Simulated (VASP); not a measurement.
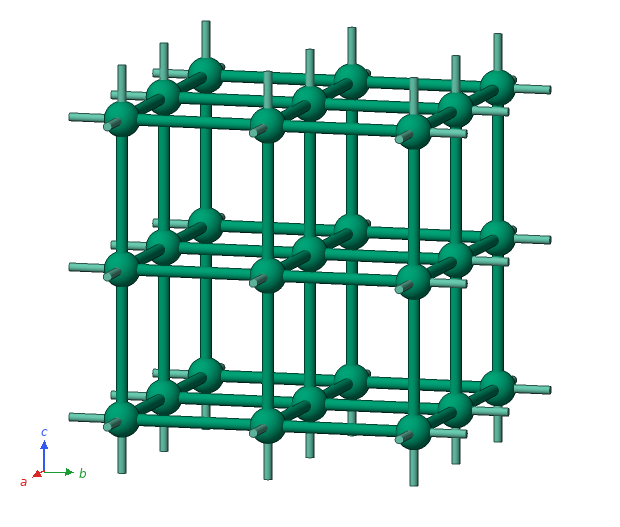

The picture shows a finite piece of the underlying net of a crystal structure, nodes on the atoms' positions. Nodes are coloured by topological kind. Short stubs are edges that leave the cut-out.

### What net is this?

A uninodal 6-connected, three-periodic net. It is the pcu net, known from NaCl, ReO3 and the B-X framework of perovskite.

### Give point symbol and coordination sequence.

4¹²·6³, sequence 6, 18, 38, 66, 102.

Origin of the net. Mg3GaO4 (space group Pm-3m, No. 221): a cell listed in the Materials Project, as set up for an electronic-structure calculation. Bonds are taken as Ga–O below 2.5 Å; Mg is left out of the net, as the electropositive filling of the structure. The graph is simplified in the usual way: terminal and isolated atoms are pruned, two-connected atoms become edges. Ga is a 6-connected node. O(3d) becomes part of the edges. O(1b) drops out.
